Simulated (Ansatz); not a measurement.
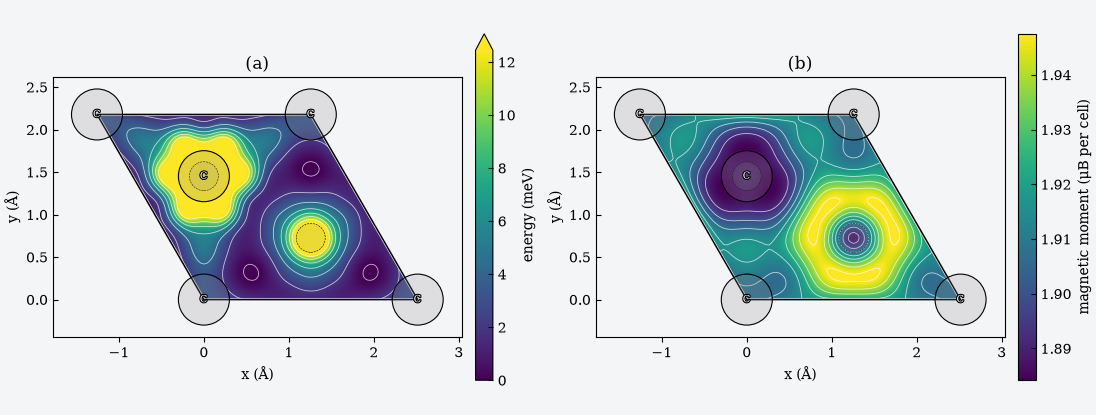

Si on a C(111) slab cut from the Fd-3m phase, its upper half relaxed before the scan (24 atoms of substrate and one adsorbate in a 2 × 2 cell). Si is moved over the surface cell at a fixed height above a rigid substrate; the origin of the map has the adsorbate above C21; the height is held at 3.10 Å. Places are given modulo a cell vector. The map is drawn in real space over the plane of the surface. The scan uses a 6 × 6 grid; 10 points were computed and 26 follow by symmetry. Places are given in fractions of the 1 × 1 surface cell. Energies are in meV, from the lowest grid point. At a fixed height the lowest place need not be the adsorption site. All numbers below come from DFT PBE+D3(BJ), scalar-relativistic, plane waves, PAW in Ansatz. Settings: cutoff 420 eV, k-mesh 6×6×1, gaussian smearing 0.05 eV, spin-polarised.

Panel (a) is the energy and panel (b) the computed magnetic moment on the same grid.

The picture shows a smooth colour map with a few white contour lines, labelled circles for the atoms of the top layer and small ones for the second layer, the outline of one cell of the plane, one colour for all values above the top of the scale. Between grid points the surface is interpolated.

Q: How does the magnetic moment vary over the map, and what is it at the lowest grid point?

A: It runs from 1.89 μB per cell at (1/6, 3/6) of the cell vectors [nearest 1 C at 3.13 Å] to 1.95 μB per cell at (3/6, 1/6) of the cell vectors [nearest 2 C at 3.29 Å]. At the lowest grid point, (2/6, 1/6) of the cell vectors [nearest 1 C at 3.18 Å], it is 1.92 μB per cell.

```tsv
second ↓, first →	0/6	1/6	2/6	3/6	4/6	5/6
5/6	1.91	1.92	1.89	1.89	1.92	1.91
4/6	1.92	1.89	1.89	1.89	1.92	1.92
3/6	1.92	1.89	1.89	1.92	1.95	1.95
2/6	1.92	1.92	1.92	1.95	1.89	1.95
1/6	1.91	1.91	1.92	1.95	1.95	1.92
0/6	1.91	1.91	1.92	1.92	1.92	1.91
```

PAW datasets: the set soft_1.
